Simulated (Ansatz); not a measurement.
TiAl$_{30}$ (cell with a defect)

Input file:

```
crystal:
  lattice:
    - [8.1, 0.0, 0.0]
    - [0.0, 8.1, 0.0]
    - [0.0, 0.0, 8.1]
  atoms:
    - { symbol: Al, position: [0.4951579, 0.0050227, 0.0012391] }
    - { symbol: Al, position: [0.7477484, 0.2488879, 0.0038373] }
    - { symbol: Al, position: [0.7505856, -0.0024224, 0.2549431] }
    - { symbol: Al, position: [0.0018178, 0.0061732, -0.0028977] }
    - { symbol: Al, position: [0.2541813, 0.2466731, -0.0004439] }
    - { symbol: Al, position: [0.5070382, 0.5032528, -0.000551] }
    - { symbol: Al, position: [0.745301, 0.7526348, 0.0028023] }
    - { symbol: Al, position: [0.2503849, -0.0048379, 0.2498264] }
    - { symbol: Al, position: [0.5022615, 0.2470815, 0.2453183] }
    - { symbol: Al, position: [0.7457912, 0.5097491, 0.2501761] }
    - { symbol: Al, position: [0.4974745, 6.04e-05, 0.504494] }
    - { symbol: Al, position: [0.7476771, 0.2536979, 0.5075348] }
    - { symbol: Al, position: [0.7538145, 0.0002819, 0.7502782] }
    - { symbol: Al, position: [0.003951, 0.5053023, 0.0005123] }
    - { symbol: Al, position: [0.2435063, 0.7455726, -0.0023711] }
    - { symbol: Al, position: [-0.0036331, 0.2484399, 0.2492914] }
    - { symbol: Al, position: [0.2547351, 0.5018841, 0.2499718] }
    - { symbol: Ti, position: [0.5013617, 0.7538015, 0.2482362] }
    - { symbol: Al, position: [-0.0023887, 0.0003226, 0.5004831] }
    - { symbol: Al, position: [0.2598698, 0.2450672, 0.4973711] }
    - { symbol: Al, position: [0.4963218, 0.5059157, 0.5037377] }
    - { symbol: Al, position: [0.7527503, 0.7386935, 0.5037465] }
    - { symbol: Al, position: [0.2455583, 0.0027677, 0.7418155] }
    - { symbol: Al, position: [0.5038422, 0.2507778, 0.7514771] }
    - { symbol: Al, position: [0.7487823, 0.5065054, 0.7504615] }
    - { symbol: Al, position: [-0.0008321, 0.7538616, 0.2589733] }
    - { symbol: Al, position: [-0.001746, 0.4956911, 0.5003035] }
    - { symbol: Al, position: [-0.0031986, 0.2590617, 0.7485534] }
    - { symbol: Al, position: [0.2518101, 0.5010928, 0.750233] }
    - { symbol: Al, position: [0.5046413, 0.7522554, 0.7541636] }
    - { symbol: Al, position: [-0.0002931, 0.7525652, 0.7498596] }
basis:
  ecutwfc: 420.0
kpoints:
  mp_grid: { grid: [3, 3, 3] }
hamiltonian:
  xc: pbe
  dispersion: d3bj
  pseudopotentials: { kind: paw, azcp: { folder: soft_1 } }
scf:
  occupations: { method: fermi_dirac, width: 0.15 }
  lower_state_search: "off"
relax:
  f_tol: 0.03
  max_steps: 60
  adjacent_minimum: "off"
output:
  write_density: true
  write_potential: true
  elf: true
  volumetric_format: npy
```

Launched as:

```sh
ansatz run input.yaml --threads 4 --pin off --max-ram 10240MiB --backend cpu --events-out ev --progress --plain --runs-dir out
```

The fields are those of the run's last geometry, not of the input's.

Computed without spin polarisation; PAW files of the earlier set (soft_1).

These are results of Ansatz, DFT PBE-D3(BJ), scalar-relativistic, plane waves, PAW, not measurements.

> Predict the valence pseudo-density and electron localisation function between the atoms.

Ti–Al (2.84 Å): ρ at the midpoint is about 0.21 e/Å³; the ELF is about 0.40 at the midpoint.
Al–Al (2.84 Å): ρ at the midpoint is about 0.21 e/Å³; the ELF peaks at about 0.75 between the atoms.
Al–Al (2.87 Å): ρ is about 0.2 e/Å³ halfway; the ELF peaks at about 0.65 between the atoms.
Al–Al (2.87 Å): the density is about 0.2 e/Å³ at the midpoint; the ELF peaks at about 0.65 between the atoms.

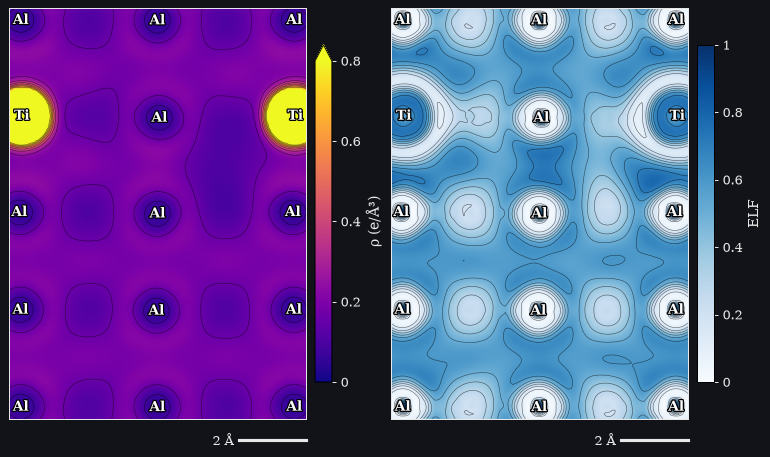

Computed valence pseudo-density and electron localisation function on the (011) plane of the calculation cell, in this order. 

In a PAW calculation such maps are meaningful between the atoms, not at the nuclei.
